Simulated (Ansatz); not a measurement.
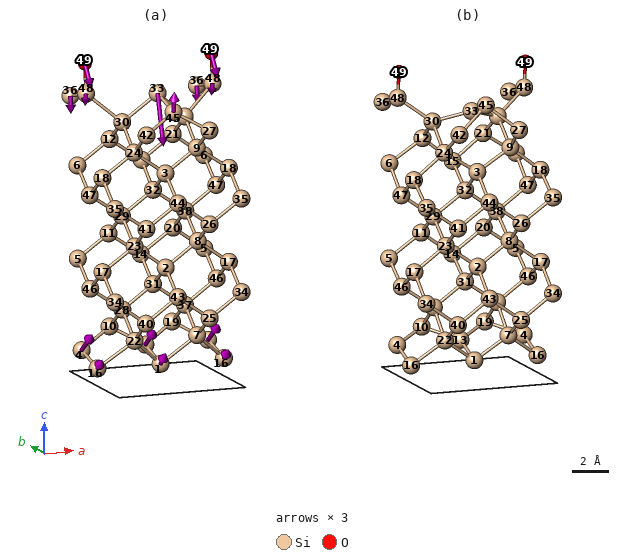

The structure of a slab of composition Si48O before (left) and after (right) a relaxation, at one scale. The purple arrows give the displacements, magnified 3 times.

A ball-and-stick model of the cell of the calculation, outlined in the plane, without the vacuum (origin shifted), seen slightly off an axis.

All numbers below come from DFT, PBEsol, PAW, plane waves in Ansatz.

Input
```yaml
crystal:
  lattice:
    - [5.432790, 5.432790, 0.000000]
    - [-5.432790, 5.432790, 0.000000]
    - [0.000000, 0.000000, 28.940171]
  atoms:
    - { symbol: Si, position: [0.997117, 0.094015, 0.231078] }
    - { symbol: Si, position: [0.998778, 0.995534, 0.428830] }
    - { symbol: Si, position: [0.998264, 0.999486, 0.616971] }
    - { symbol: Si, position: [0.495802, 0.409396, 0.252118] }
    - { symbol: Si, position: [0.502808, 0.505210, 0.429980] }
    - { symbol: Si, position: [0.497481, 0.500466, 0.616618] }
    - { symbol: Si, position: [0.248375, 0.998136, 0.288305] }
    - { symbol: Si, position: [0.252048, 0.994233, 0.476804] }
    - { symbol: Si, position: [0.247381, 0.001757, 0.663075] }
    - { symbol: Si, position: [0.750521, 0.498046, 0.289549] }
    - { symbol: Si, position: [0.744865, 0.502703, 0.475388] }
    - { symbol: Si, position: [0.751745, 0.498590, 0.664118] }
    - { symbol: Si, position: [0.999576, 0.408995, 0.252743] }
    - { symbol: Si, position: [0.999596, 0.504068, 0.429029] }
    - { symbol: Si, position: [0.006229, 0.501614, 0.617251] }
    - { symbol: Si, position: [0.498228, 0.094263, 0.232292] }
    - { symbol: Si, position: [0.499859, 0.997524, 0.429846] }
    - { symbol: Si, position: [0.501806, 0.003937, 0.617507] }
    - { symbol: Si, position: [0.246078, 0.501616, 0.288875] }
    - { symbol: Si, position: [0.254194, 0.501227, 0.476613] }
    - { symbol: Si, position: [0.251132, 0.500330, 0.663932] }
    - { symbol: Si, position: [0.754382, 0.997007, 0.287201] }
    - { symbol: Si, position: [0.754335, 0.998317, 0.475973] }
    - { symbol: Si, position: [0.748261, 0.996738, 0.663776] }
    - { symbol: Si, position: [0.249262, 0.746972, 0.335294] }
    - { symbol: Si, position: [0.250254, 0.752308, 0.523078] }
    - { symbol: Si, position: [0.248969, 0.748754, 0.710758] }
    - { symbol: Si, position: [0.754894, 0.248088, 0.336445] }
    - { symbol: Si, position: [0.753240, 0.253277, 0.523989] }
    - { symbol: Si, position: [0.754566, 0.250481, 0.711211] }
    - { symbol: Si, position: [0.998664, 0.252897, 0.382077] }
    - { symbol: Si, position: [0.998103, 0.249415, 0.570822] }
    - { symbol: Si, position: [0.999324, 0.160338, 0.768792] }
    - { symbol: Si, position: [0.502457, 0.749057, 0.382441] }
    - { symbol: Si, position: [0.500009, 0.744878, 0.569679] }
    - { symbol: Si, position: [0.502374, 0.653542, 0.747735] }
    - { symbol: Si, position: [0.250015, 0.248871, 0.335698] }
    - { symbol: Si, position: [0.251829, 0.246242, 0.524168] }
    - { symbol: Si, position: [0.249595, 0.252056, 0.712163] }
    - { symbol: Si, position: [0.745059, 0.746845, 0.334945] }
    - { symbol: Si, position: [0.749082, 0.747131, 0.524130] }
    - { symbol: Si, position: [0.750873, 0.747351, 0.711462] }
    - { symbol: Si, position: [0.998854, 0.748605, 0.382776] }
    - { symbol: Si, position: [0.999712, 0.746992, 0.570156] }
    - { symbol: Si, position: [0.000232, 0.840797, 0.747816] }
    - { symbol: Si, position: [0.501494, 0.249717, 0.383202] }
    - { symbol: Si, position: [0.495571, 0.244688, 0.570542] }
    - { symbol: Si, position: [0.502411, 0.337332, 0.768594] }
    - { symbol: O, position: [0.495144, 0.342571, 0.828711] }
kpoints:
  mp_grid: { grid: [3, 3, 1] }
hamiltonian:
  xc: pbesol
scf:
  occupations: { method: fermi_dirac, width: 0.01 }
relax:
  f_tol: 0.03
  max_steps: 80
  escape_saddle: false
  adjacent_minimum: "off"
output:
  forces: true
  eigenvalues: true
  populations: true
```

Launched with:
```bash
ansatz run in.yaml --threads 8 --pin off --max-ram 118750MiB --runs-dir r --events-out ev --progress --plain --backend cuda --devices 0, --max-vram 170GiB
```

Q: What changed between the two?

A: The energy falls by 3.860 eV per cell of the calculation in 16 geometry steps. Largest force component: 5.1 eV/Å at the start, 0.0058 eV/Å at the end. The atom that moves furthest relative to the layer's centre is Si33 (1.02 Å at 17° to the normal (−c side)). Largest moves by element: Si 1.02 Å, O 0.49 Å. The cell doesn't change. Some distances before and after: Si24–Si33 3.813 → 3.024 Å, Si9–Si33 3.805 → 3.024 Å, Si4–Si28 3.384 → 3.017 Å, Si33–Si39 2.623 → 2.319 Å. Among the angles between lasting bonds that change: Si33–Si30–Si48 101.2° → 128.1°, Si33–Si39–Si48 102.8° → 128.1°, Si30–Si33–Si39 93.3° → 117.7°.
